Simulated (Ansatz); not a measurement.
A structure file:

```cif
data_structure
_symmetry_space_group_name_H-M 'I 4/m c m'
_symmetry_Int_Tables_number 140
_cell_length_a 6.1705
_cell_length_b 6.1705
_cell_length_c 5.0457
_cell_angle_alpha 90.000
_cell_angle_beta 90.000
_cell_angle_gamma 90.000
_cell_volume 192.12
loop_
_atom_site_label
_atom_site_type_symbol
_atom_site_symmetry_multiplicity
_atom_site_Wyckoff_symbol
_atom_site_fract_x
_atom_site_fract_y
_atom_site_fract_z
_atom_site_occupancy
Ta1 Ta 8 h 0.33650 0.16350 0.50000 1
Si1 Si 4 a 0.00000 0.00000 0.25000 1
```

> Describe what this structure looks like.

The solid is Ta2Si. Its lattice is body-centred tetragonal, its space group I4/mcm (No. 140). In the cell are 8 Ta, 4 Si, which makes 4 formula units. Neighbours within bonding distance: Ta 7 and Si 10. Not all metal-metal contacts are counted.

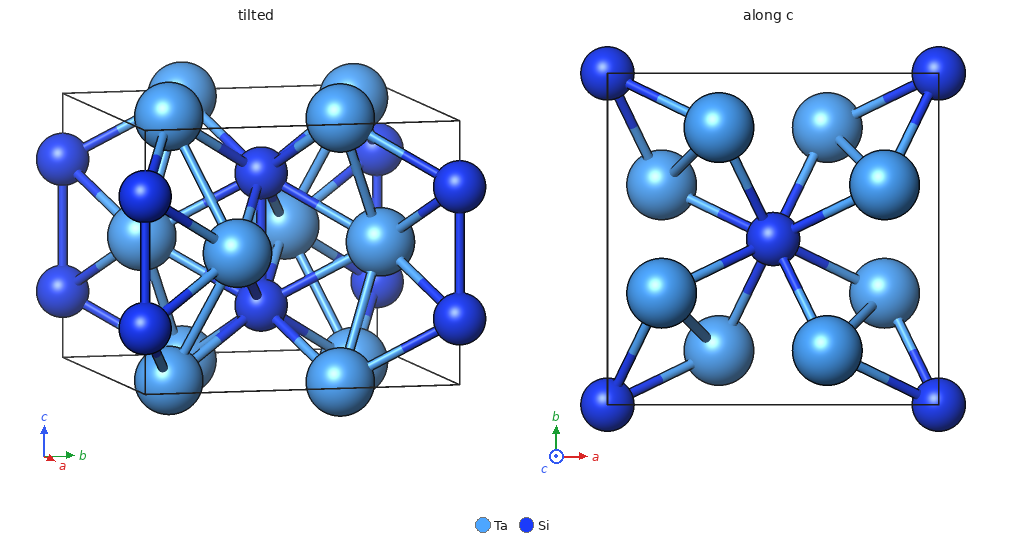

The figure gives a ball-and-stick picture of the atoms, viewed slightly off an axis and along the c axis. Atoms at the boundary of the conventional unit cell (the box) are drawn once for each face, edge or corner they touch.

It goes back to a structure listed in the Materials Project, with elements exchanged, so it need not be a known form of the compound. The geometry is the end of a relaxation with Ansatz, DFT r2SCAN, scalar-relativistic, plane waves, PAW.
